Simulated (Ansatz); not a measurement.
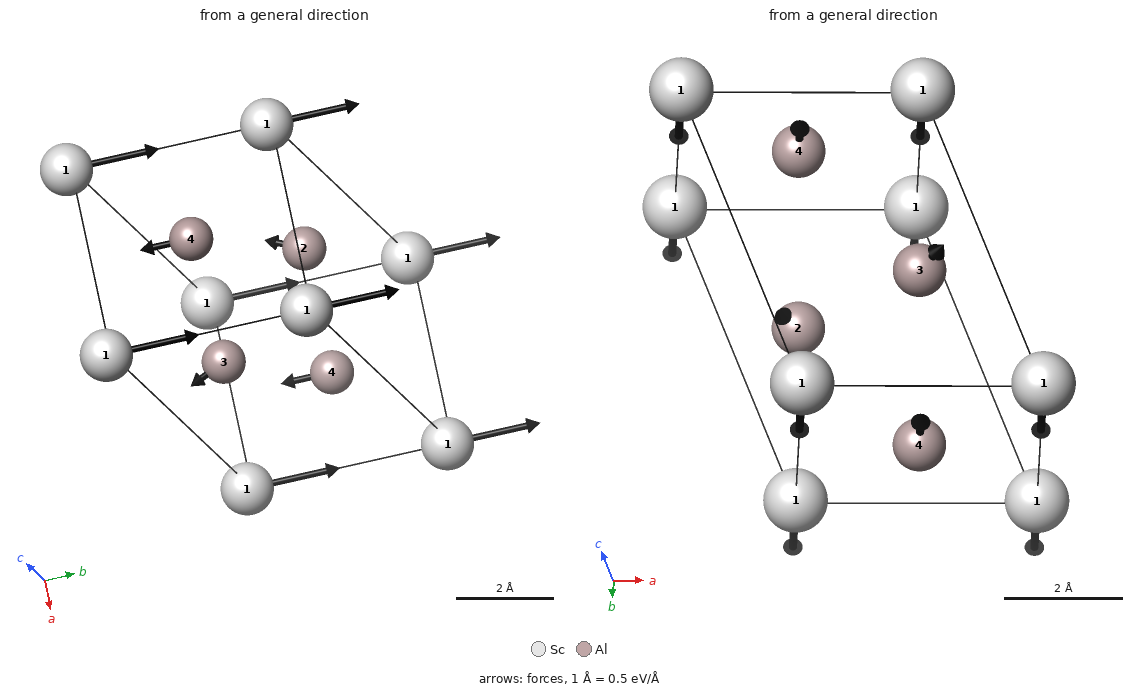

A spheres-only picture of a crystal structure, seen from two general directions. The parallelepiped is the cell (the run's own, in a reduced setting). The arrows are the computed forces on the atoms.

System: ScAl3. Electronic-structure method: DFT PBE, scalar-relativistic, plane waves, PAW in Ansatz 0.2.0. Parameters: a basis cut at 420 eV, k-points about 0.18 Å⁻¹ apart, Gaussian smearing of 0.1 eV, no spin polarisation.

**Is the structure at a minimum of the energy?**

No. The atoms still feel forces of up to about 0.73 eV/Å, far above a usual threshold of 0.01 to 0.03 eV/Å.

**Find the atom with the largest force.**

Sc1, about 0.73 eV/Å.

The initial geometry was a structure listed in the Materials Project. The cell was then strained or its atoms displaced on purpose. It went into a calculation with Ansatz.
